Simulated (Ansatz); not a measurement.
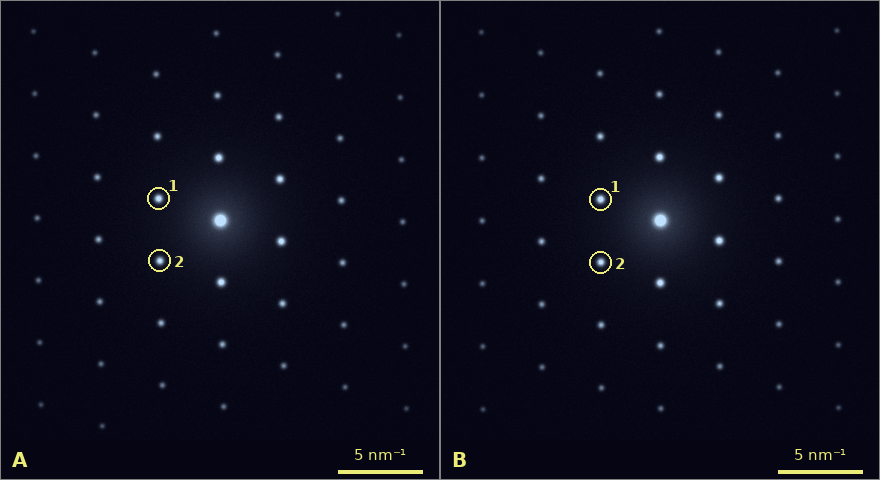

Kinematic electron diffraction patterns (300 kV, B = 0.5 Å², same scale) along [010] of the run's own cell, for the start and the end of one relaxation of Sc with Ansatz 0.2.0, DFT PBE, scalar-relativistic, plane waves, PAW. k mesh 15×15×6. The start is a generated model structure, and the relaxation ends in the nearest stationary point of its symmetry, not necessarily the ground state. Spot 1 is 0 0 -3 and spot 2 is -1 0 -2 in both.

Start structure:

```
Sc
1.0
     3.31893    0.00000    0.00000
    -1.65947    2.87428    0.00000
     0.00000    0.00000    7.74608
Sc
3
Cartesian
  0.0000 0.0000 0.0000
  0.0000 1.9162 2.5820
  1.6595 0.9581 5.1641
```

> Which pattern belongs to the start structure, and which to the relaxed one?

A is the start: its cell gives d(1) = 2.582 Å, d(2) = 2.308 Å and an angle of 53.4°. B is the relaxed structure, with d(1) = 2.668 Å (+3.3 %), d(2) = 2.310 Å (+0.1 %) and 54.7°.

> What did the relaxation do to the structure and the energy?

The volume changed by +0.1 % to 24.66 Å³ an atom; the fractional coordinates hardly changed; the space group went from R-3m (No. 166) to Fm-3m (No. 225); the free energy fell by 7.7 meV an atom. Relaxed cell: a = 3.267 Å, b = 3.267 Å, c = 8.003 Å, α = 90.00°, β = 90.00°, γ = 120.00°.
